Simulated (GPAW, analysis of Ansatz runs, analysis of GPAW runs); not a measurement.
# Charge-transition level of the bond-centred H in GaP (PBEsol) (GPAW)

Aim: the charge-transition level of the bond-centred H in GaP, to be set beside the measurement. Set-up: PBEsol, plane waves 500 eV, 32-site cell, PBEsol lattice, k: the single point 1/4 1/4 1/4 then 2x2x2 shifted, dielectric constants 9.1 and 11.1 (handbook). The model is a cell of 32 host atoms with 1 H put in. The level is the Fermi energy at which two charge states have equal formation energy, after a correction for the images of the charge. A local or semilocal functional is the cheapest first rung.

**The experiment.** (+1/0) level below the conduction-band bottom (muonium): 0.15 eV, by muSR, high-field spin precession relaxation rates (preliminary analysis) (“Location of the H[+/-] level: Experimental limits for muonium”, 2006, R.L. Lichti et al.). The runs below try to reproduce this.

Main program and level: GPAW 26.7.0; GPAW plane-wave PAW DFT, PBEsol; relaxation of all atoms of a defect supercell.

## (1) Starting point

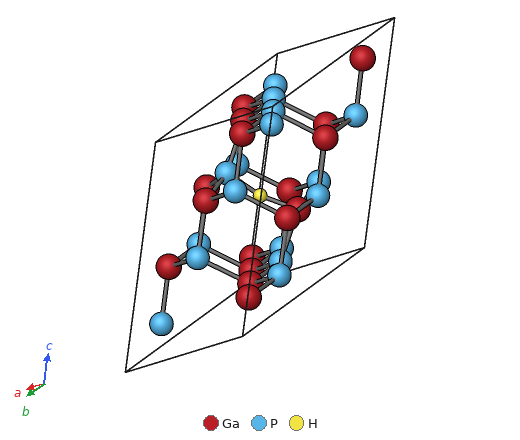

The cell as given, from a free direction (gallium red, phosphorus blue, hydrogen yellow).

The cell holds 33 atoms: 16 Ga, 16 P and 1 H. Its edges and angles: a = 9.493 Å, b = 9.493 Å, c = 9.493 Å, α = 109.5°, β = 109.5°, γ = 109.5°. It derives from GaP (space group F-43m). Nearest the centre at fractional (0.392, 0.622, 0.360): H33 at 0.02 Å, P28 at 1.63 Å, Ga7 at 1.64 Å, Ga16 at 2.82 Å, P23 at 2.83 Å, P22 at 2.96 Å, Ga9 at 3.01 Å, Ga12 at 3.13 Å. The cell carries charge +1.

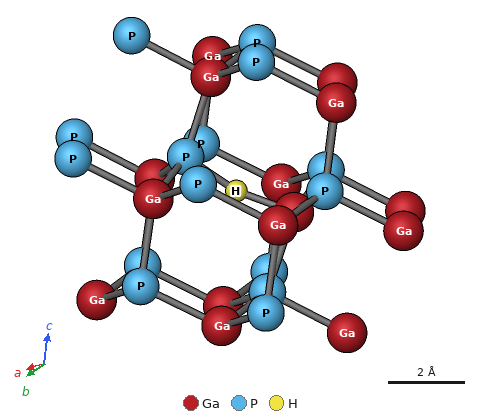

The atoms within 5 Å of the centre.

The host's primitive cell comes from a first run (GPAW plane-wave PAW DFT, PBEsol; relaxation of cell and atoms of a defect-free cell): vectors of 3.876, 3.876 and 3.876 Å. That is 20.58 Å³ an atom, 1.7 % over the diffraction cell's volume. The supercell is built on it.

## (2) Relaxation, charge +1

Every later number rests on the structure around the defect, so the atoms are relaxed at the host's lattice first.

The input, run.py:

```python
import numpy as np
from ase.io import read, write
from ase.parallel import parprint, world
from gpaw import GPAW, PW
from gpaw import setup_paths
from ase.optimize import BFGS

setup_paths.insert(0, '.')
atoms = read('POSCAR')
calc = GPAW(mode=PW(500),
            xc='PBEsol',
            kpts=[[0.25, 0.25, 0.25]],
            charge=1,
            occupations={'name': 'fermi-dirac', 'width': 0.01},
            nbands=72,
            convergence={'density': 1e-05, 'forces': 0.001},
            maxiter=150,
            symmetry='off',
            txt='gpaw.txt')
atoms.calc = calc
opt = BFGS(atoms, trajectory='relax.traj', logfile='-')
done = opt.run(fmax=0.02, steps=80)
parprint('Converged:', done)
energy = atoms.get_potential_energy()
forces = atoms.get_forces()
parprint(f'Energy: {energy:.6f} eV, largest force {np.linalg.norm(forces, axis=1).max():.4f} eV/A')
calc.write('gs.gpw')
write('final.xyz', atoms)
for s in range(calc.get_number_of_spins()):
    parprint('Levels (eV), spin', s, calc.get_eigenvalues(kpt=0, spin=s)[-16:].round(3))
```

The input, POSCAR:

```
Ga P  H 
 1.0000000000000000
    -5.4810105820480155    5.4810105820480164   -5.4810105820480164
     5.4810105820480164    5.4810105820480164    5.4810105820480164
     5.4810105820480164   -5.4810105820480182   -5.4810105820480173
 Ga  P   H  
  16  16   1
Direct
  0.0023415627102020  0.0009080047579510  0.0002336882691396
  0.0024538761874429  0.2514085866428997  0.7506592843465170
 -0.0022850336366607  0.4994821852563616  0.4998470607720346
 -0.0014886542518163  0.7485451823895033  0.2474338488125226
  0.2519149608517000 -0.0005392780791119  0.7505057427568943
  0.2518974889229487  0.2496836123289389  0.4997426363238507
  0.2054168261985481  0.4535583440430507  0.2034654266025737
  0.2501243136528974  0.7487568264312784  0.0013339265920971
  0.4985533403203552 -0.0015951579609505  0.4974474050191715
  0.4993754494954122  0.2500226450049747  0.2518189088155472
  0.5007935367323164  0.4982785191907985 -0.0004827549997295
  0.4998377200159732  0.7515033812898470  0.7489675029350855
  0.7508508951788753 -0.0016809988377344  0.2496159542417657
  0.7516094751352878  0.2525165098162957  0.0017020967656248
  0.7500208874252043  0.5022243940495186  0.7504637153693010
  0.7500167995905358  0.7494455375458988  0.4977820275474849
  0.0013666399706310  0.0011444481215146  0.7525702803126427
  0.0002384871507310  0.2484253705560010  0.5009147600872880
 -0.0021074156005670  0.4982494999415225  0.2476913186496871
 -0.0007326678986449  0.7517615391432675  0.0001069647523365
  0.2477145935639397 -0.0004581598226673  0.4998201346797199
  0.2495163962117050  0.2512727949198985  0.2517608220171566
  0.2518345589358943  0.5011494685123187  0.0024598203870394
  0.2491783900975335  0.7480323708129096  0.7504244603421587
  0.5014003884131971  0.0024598690779602  0.2506715179127658
  0.5018983018825915  0.2507193462964089  0.0022828678909844
  0.5000903782378139  0.5018102446534491  0.7493437339691293
  0.5432549178516826  0.7945125814664029  0.5458201648085704
  0.7484864910040904 -0.0006478987991569  0.0009826558018189
  0.7486353321751844  0.2500699333573701  0.7479271611660172
  0.7493194419085274  0.5013984998588686  0.5014401938862808
  0.7511614653395009  0.7521626110334625  0.2522546175901603
  0.3911109843363173  0.6217659750888032  0.3578236988227537
```

Run with:

```console
gpaw-setup -f PBEsol Ga H P
OMP_NUM_THREADS=1 mpirun -n 4 gpaw python run.py > stdout
```

The log of the run:

```text
__  _  _
 | _ |_)|_||  |
 |__||  | ||/\| - 26.7.0

Input parameters:
  mode=PW(ecut=500.0),
  charge=1,
  convergence={'density': 1e-05, 'forces': 0.001},
  kpts=KPoints(kpts=array([[0.25, 0.25, 0.25]])),
  maxiter=150,
  nbands=72,
  occupations=Occupations(name='fermi-dirac', width=0.01),
  symmetry=Symmetry(point_group=False, time_reversal=False),
  xc=XC(name='PBEsol')

Diagonalizing LCAO Hamiltonian
Converting LCAO to pw mode

                                P
                              Ga

                                   Ga
                       Ga P
                           P   P
                           Ga H
                   P             P
                Ga  Ga        Ga Ga
                     Ga P          Ga P
            P             P  P
                           Ga
                 P             P
               Ga     P     Ga  Ga
                    Ga
                        P   P
                         Ga

Atoms  # Å, Bohr magnetons
|    | symbol |         x |         y |         z |    initial magnetic moments |
|----|--------|-----------|-----------|-----------|-----------------------------|
|  0 |     Ga | -0.006576 |  0.016530 | -0.009138 | ( 0.0000,  0.0000,  0.0000) |
|  1 |     Ga |  5.478895 | -2.722949 | -2.749848 | ( 0.0000,  0.0000,  0.0000) |
|  2 |     Ga |  5.489858 | -0.014524 |  0.010524 | ( 0.0000,  0.0000,  0.0000) |
|  3 |     Ga |  5.467131 |  2.738437 |  2.754756 | ( 0.0000,  0.0000,  0.0000) |
|  4 |     Ga |  2.729826 | -2.735737 | -5.497234 | ( 0.0000,  0.0000,  0.0000) |
|  5 |     Ga |  2.726960 |  0.010077 | -2.751229 | ( 0.0000,  0.0000,  0.0000) |
|  6 |     Ga |  2.475262 |  2.496654 |  0.244870 | ( 0.0000,  0.0000,  0.0000) |
|  7 |     Ga |  2.740321 |  5.467567 |  2.725699 | ( 0.0000,  0.0000,  0.0000) |
|  8 |     Ga | -0.014805 | -0.002681 | -5.467834 | ( 0.0000,  0.0000,  0.0000) |
|  9 |     Ga |  0.013517 |  2.727237 | -2.746927 | ( 0.0000,  0.0000,  0.0000) |
| 10 |     Ga | -0.016431 |  5.478570 | -0.011139 | ( 0.0000,  0.0000,  0.0000) |
| 11 |     Ga |  5.484481 |  2.753515 | -2.725717 | ( 0.0000,  0.0000,  0.0000) |
| 12 |     Ga | -2.756488 |  2.738060 | -5.492783 | ( 0.0000,  0.0000,  0.0000) |
| 13 |     Ga | -2.726205 |  5.494296 | -2.744863 | ( 0.0000,  0.0000,  0.0000) |
| 14 |     Ga |  2.755124 |  2.750270 | -5.471475 | ( 0.0000,  0.0000,  0.0000) |
| 15 |     Ga |  2.725217 |  5.490220 | -2.731480 | ( 0.0000,  0.0000,  0.0000) |
| 16 |      P |  4.123628 | -4.111082 | -4.126064 | ( 0.0000,  0.0000,  0.0000) |
| 17 |      P |  4.105834 | -1.382590 | -1.385204 | ( 0.0000,  0.0000,  0.0000) |
| 18 |      P |  4.100060 |  1.361761 |  1.384863 | ( 0.0000,  0.0000,  0.0000) |
| 19 |      P |  4.125015 |  4.115811 |  4.123842 | ( 0.0000,  0.0000,  0.0000) |
| 20 |      P |  1.379282 | -1.384304 | -4.099757 | ( 0.0000,  0.0000,  0.0000) |
| 21 |      P |  1.389531 |  1.364927 | -1.370277 | ( 0.0000,  0.0000,  0.0000) |
| 22 |      P |  1.379980 |  4.113631 |  1.353015 | ( 0.0000,  0.0000,  0.0000) |
| 23 |      P |  6.847308 |  1.352638 | -1.378860 | ( 0.0000,  0.0000,  0.0000) |
| 24 |      P | -1.360765 |  1.387730 | -4.108632 | ( 0.0000,  0.0000,  0.0000) |
| 25 |      P | -1.364202 |  4.112593 | -1.389227 | ( 0.0000,  0.0000,  0.0000) |
| 26 |      P |  4.116588 |  1.384267 | -4.097734 | ( 0.0000,  0.0000,  0.0000) |
| 27 |      P |  4.368792 |  4.340672 | -1.614500 | ( 0.0000,  0.0000,  0.0000) |
| 28 |      P | -4.100628 |  4.093525 | -4.111399 | ( 0.0000,  0.0000,  0.0000) |
| 29 |      P |  1.366754 |  1.374517 | -6.832039 | ( 0.0000,  0.0000,  0.0000) |
| 30 |      P |  1.389542 |  4.106799 | -4.107256 | ( 0.0000,  0.0000,  0.0000) |
| 31 |      P |  1.388098 |  6.857125 | -1.377123 | ( 0.0000,  0.0000,  0.0000) |
| 32 |      H |  3.225458 |  3.590354 | -0.697013 | ( 0.0000,  0.0000,  0.0000) |

Unit cell  # Å
| periodic |         x |         y |         z |  lengths |     angles |
|----------|-----------|-----------|-----------|----------|------------|
|      yes | -5.481011 |  5.481011 | -5.481011 | 9.493389 | 109.471221 |
|      yes |  5.481011 |  5.481011 |  5.481011 | 9.493389 | 109.471221 |
|      yes |  5.481011 | -5.481011 | -5.481011 | 9.493389 | 109.471221 |

Number of symmetries: 1
Symmetry operations  # r_c * U_cc + t_c -> r_c
|   | kind |            matrix            |
|---|------|------------------------------|
| 0 |  E   |  1, 0, 0,  0, 1, 0,  0, 0, 1 |

BZ-sampling:
  Number of BZ points: 1
  Number of IBZ points: 1

K-points  # in reciprocal-cell coordinates
|   |                                coordinates |     weight |
|---|--------------------------------------------|------------|
| 0 | (  0.25000000,   0.25000000,   0.25000000) | 1.00000000 |

Plane wave coefficients: 16776
Cutoff: 500.0 eV

Spin-components: 1 (collinear spins)
Bands:           72
Projectors:      163
Spin-degeneracy: 2
Datatype:        complex128

Density:
  Valence electrons: 129.0
  Components: 1
  Grid points: [49 49 49]
  Charge: 1.0  # |e|

Potential:
  Grid points: [49 49 49]

species:
  Ga:
    name:    Gallium
    Z:       31.0
    valence: 3
    core:    28
    charge:  0.0  # [|e|]
    compensation charges:
      type: gauss
      rc: 0.37  # [Å]
      lmax: 2
    cutoffs:
      filter: 2.06  # [Å]
      core: 4.17  # [Å]
    projectors
    | kind |    occ | energy [eV] | rcut [Å] |
    |------|--------|-------------|----------|
    |   4s |  2.000 |      -8.959 |    1.164 |
    |   4p |  1.000 |      -2.572 |    1.164 |
    |    s |        |      18.252 |    1.164 |
    |    p |        |      24.640 |    1.164 |
    |    d |        |       0.000 |    1.164 |

    Using partial waves for Ga as LCAO basis

  P:
    name:    Phosphorus
    Z:       15.0
    valence: 5
    core:    10
    charge:  0.0  # [|e|]
    compensation charges:
      type: gauss
      rc: 0.30  # [Å]
      lmax: 2
    cutoffs:
      filter: 1.69  # [Å]
      core: 1.81  # [Å]
    projectors
    | kind |    occ | energy [eV] | rcut [Å] |
    |------|--------|-------------|----------|
    |   3s |  2.000 |     -13.916 |    0.953 |
    |   3p |  3.000 |      -5.479 |    0.953 |
    |    s |        |      13.296 |    0.953 |
    |    p |        |      21.732 |    0.953 |
    |    d |        |       0.000 |    0.953 |

    Using partial waves for P as LCAO basis

  H:
    name:    Hydrogen
    Z:       1.0
    valence: 1
    core:    0
    charge:  0.0  # [|e|]
    compensation charges:
      type: gauss
      rc: 0.15  # [Å]
      lmax: 2
    cutoffs:
      filter: 0.85  # [Å]
      core: 0.53  # [Å]
[...]
|    | symbol |         x |         y |         z |    initial magnetic moments |
|----|--------|-----------|-----------|-----------|-----------------------------|
[...]
| 32 |      H |  3.357816 |  3.646321 | -0.773645 | ( 0.0000,  0.0000,  0.0000) |

Unit cell  # Å
| periodic |         x |         y |         z |  lengths |     angles |
|----------|-----------|-----------|-----------|----------|------------|
|      yes | -5.481011 |  5.481011 | -5.481011 | 9.493389 | 109.471221 |
|      yes |  5.481011 |  5.481011 |  5.481011 | 9.493389 | 109.471221 |
|      yes |  5.481011 | -5.481011 | -5.481011 | 9.493389 | 109.471221 |

Initialization done in: 1.064 s

convergence criteria:
- Maximum integral of absolute [dens]ity change: 1e-05 electrons / valence electron
- Maximum change in the atomic [forces] across last 2 cycles: 0.001 eV/Ang OR
Maximum error relative to the maximum force is below inf
- Maximum [total energy] change in last 3 cyles: 0.0005 eV / valence electron
- Maximum integral of absolute [eigenst]ate change: 4e-08 eV^2 / valence electron
maximum number of iterations: 150

SCF iterations
|iter     | |      energy | eigst |  dens |force |
|---------|-|-------------|-------|-------|------|
|iter:   1| | -162.745626c| -4.81 |       |      |
|iter:   2| | -162.745611c| -6.53 | -3.57 |      |
|iter:   3| | -162.745558c| -6.06 | -3.62 |      |
|iter:   4| | -162.745551c| -6.80 | -3.93 |      |
|iter:   5| | -162.745549c| -7.33 | -4.26 |      |
|iter:   6| | -162.745549c| -7.75c| -4.73 |      |
|iter:   7| | -162.745549c| -8.31c| -5.12c|-2.13 |
|iter:   8| | -162.745549c| -9.06c| -5.57c|-3.43c|

Converged in 8 steps
SCF loop duration: 16.609 s (2.076 s/step)
Energy contributions relative to reference atoms: (reference = -994113.478596)

Energy contributions:
  Kinetic:         340.958978
  Coulomb:        -310.683335
  Zero:              0.172015
  External:          0.000000
  Xc:             -193.193208
  Entropy:          -0.000000
  Spinorbit:         0.000000
  ----------------------------
  Free energy:    -162.745549
  Extrapolated:   -162.745549

dipole moment: (-52.867194, 3.487248, -113.531979)  # |e|*Ang

Fermi level: 4.753
Eigenvalues  # (at kpt = [0.250, 0.250, 0.250])
| band index |      eig [eV] | occ [0-2] |
|------------|---------------|-----------|
[...]
|        ... |               |           |
[...]
Gap: 2.030 eV
Transition (v -> c):
  (s=0, k=0, n=63, [0.25, 0.25, 0.25]) -> (s=0, k=0, n=64, [0.25, 0.25, 0.25])
No difference between direct/indirect transitions

Forces  # eV/Ang
|        x |        y |        z |
|----------|----------|----------|
[...]
P
                              Ga

                                   Ga
                       Ga P
                           P   P
                           Ga H
                   P             P
                Ga  Ga        Ga Ga
                     Ga P          Ga P
            P             P  P
                           Ga
                 P             P
               Ga     P     Ga  Ga
                    Ga
                        P  P
                         Ga

Atoms  # Å, Bohr magnetons
|    | symbol |         x |         y |         z |    initial magnetic moments |
|----|--------|-----------|-----------|-----------|-----------------------------|
[...]
|  8 |     Ga |  0.065986 |  0.078375 | -5.442805 | ( 0.0000,  0.0000,  0.0000) |
|  9 |     Ga | -0.013018 |  2.765548 | -2.740035 | ( 0.0000,  0.0000,  0.0000) |
| 10 |     Ga | -0.010951 |  5.480787 | -0.026008 | ( 0.0000,  0.0000,  0.0000) |
| 11 |     Ga |  5.530535 |  2.693482 | -2.799268 | ( 0.0000,  0.0000,  0.0000) |
| 12 |     Ga | -2.741097 |  2.733808 | -5.477861 | ( 0.0000,  0.0000,  0.0000) |
| 13 |     Ga | -2.743775 |  5.453270 | -2.713993 | ( 0.0000,  0.0000,  0.0000) |
| 14 |     Ga |  2.747813 |  2.743067 | -5.471548 | ( 0.0000,  0.0000,  0.0000) |
| 15 |     Ga |  2.710233 |  5.578685 | -2.834881 | ( 0.0000,  0.0000,  0.0000) |
[...]
| 24 |      P | -1.371235 |  1.378954 | -4.100062 | ( 0.0000,  0.0000,  0.0000) |
| 25 |      P | -1.376432 |  4.107004 | -1.366190 | ( 0.0000,  0.0000,  0.0000) |
| 26 |      P |  4.108537 |  1.354547 | -4.117917 | ( 0.0000,  0.0000,  0.0000) |
| 27 |      P |  4.309892 |  4.342442 | -1.587830 | ( 0.0000,  0.0000,  0.0000) |
| 28 |      P | -4.096829 |  4.114295 | -4.125748 | ( 0.0000,  0.0000,  0.0000) |
| 29 |      P |  1.398359 |  1.399723 | -6.859639 | ( 0.0000,  0.0000,  0.0000) |
| 30 |      P |  1.373121 |  4.109632 | -4.111655 | ( 0.0000,  0.0000,  0.0000) |
| 31 |      P |  1.369584 |  6.857059 | -1.371281 | ( 0.0000,  0.0000,  0.0000) |
| 32 |      H |  3.363059 |  3.643193 | -0.772851 | ( 0.0000,  0.0000,  0.0000) |

Unit cell  # Å
| periodic |         x |         y |         z |  lengths |     angles |
|----------|-----------|-----------|-----------|----------|------------|
|      yes | -5.481011 |  5.481011 | -5.481011 | 9.493389 | 109.471221 |
|      yes |  5.481011 |  5.481011 |  5.481011 | 9.493389 | 109.471221 |
|      yes |  5.481011 | -5.481011 | -5.481011 | 9.493389 | 109.471221 |

Initialization done in: 1.064 s

convergence criteria:
- Maximum integral of absolute [dens]ity change: 1e-05 electrons / valence electron
- Maximum change in the atomic [forces] across last 2 cycles: 0.001 eV/Ang OR
Maximum error relative to the maximum force is below inf
- Maximum [total energy] change in last 3 cyles: 0.0005 eV / valence electron
- Maximum integral of absolute [eigenst]ate change: 4e-08 eV^2 / valence electron
maximum number of iterations: 150

SCF iterations
|iter     | |      energy | eigst |  dens |force |
|---------|-|-------------|-------|-------|------|
|iter:   1| | -162.745694c| -5.06 |       |      |
|iter:   2| | -162.745682c| -6.79 | -3.67 |      |
|iter:   3| | -162.745644c| -6.20 | -3.72 |      |
|iter:   4| | -162.745639c| -7.02 | -4.04 |      |
|iter:   5| | -162.745638c| -7.56c| -4.39 |      |
|iter:   6| | -162.745638c| -7.98c| -4.85 |      |
|iter:   7| | -162.745638c| -8.56c| -5.27c|-1.74 |
|iter:   8| | -162.745638c| -9.29c| -5.71c|-3.59c|

Converged in 8 steps
SCF loop duration: 16.577 s (2.072 s/step)
Energy contributions relative to reference atoms: (reference = -994113.478596)

Energy contributions:
  Kinetic:         341.019570
  Coulomb:        -310.733561
  Zero:              0.171985
  External:          0.000000
  Xc:             -193.203632
  Entropy:          -0.000000
  Spinorbit:         0.000000
  ----------------------------
  Free energy:    -162.745638
  Extrapolated:   -162.745638

dipole moment: (-52.885078, 3.521293, -113.525596)  # |e|*Ang

Fermi level: 4.753
Eigenvalues  # (at kpt = [0.250, 0.250, 0.250])
| band index |      eig [eV] | occ [0-2] |
|------------|---------------|-----------|
[...]
|        ... |               |           |
[...]
|         64 |         6.154 |     0.000 |
|         65 |         6.559 |     0.000 |
|         66 |         6.762 |     0.000 |
|         67 |         6.805 |     0.000 |
|         68 |         6.806 |     0.000 |
|         69 |         6.967 |     0.000 |
|         70 |         7.047 |     0.000 |
|         71 |         7.058 |     0.000 |

Gap: 2.029 eV
Transition (v -> c):
  (s=0, k=0, n=63, [0.25, 0.25, 0.25]) -> (s=0, k=0, n=64, [0.25, 0.25, 0.25])
No difference between direct/indirect transitions

Forces  # eV/Ang
|        x |        y |        z |
|----------|----------|----------|
[...]
|  0.00249 |  0.00075 |  0.00072 |  # P   25
| -0.00186 |  0.01056 |  0.00080 |  # P   26
| -0.00762 | -0.00065 |  0.00445 |  # P   27
|  0.00157 | -0.00498 | -0.00742 |  # P   28
| -0.00080 |  0.00483 |  0.00331 |  # P   29
| -0.00477 |  0.00274 |  0.00068 |  # P   30
| -0.00161 | -0.00348 |  0.00596 |  # P   31
|  0.01820 | -0.00313 | -0.00509 |  # H   32

# Writing to gs.gpw (mode='')
```

Run time: 8.7 min. Hardware: 4 MPI ranks of Arm Neoverse N1, shared host; peak memory 1.1 GiB; 35 min of CPU time.

(Part 1 of 4 ends here.)

[Logs are printed without paths, hosts, clocks, repeated set-up lines and the standing remarks that a program may print on its own settings, such as how far it seeks lower states.]

[Hosts, paths, dates, database ids (printed as entryN), source tags and the programs' standing remarks are cut or masked in the printed files.]

[For some hosts the program warned that the k-mesh of the response run may be too coarse for force constants and the static dielectric constant; such warnings are not shown here.]
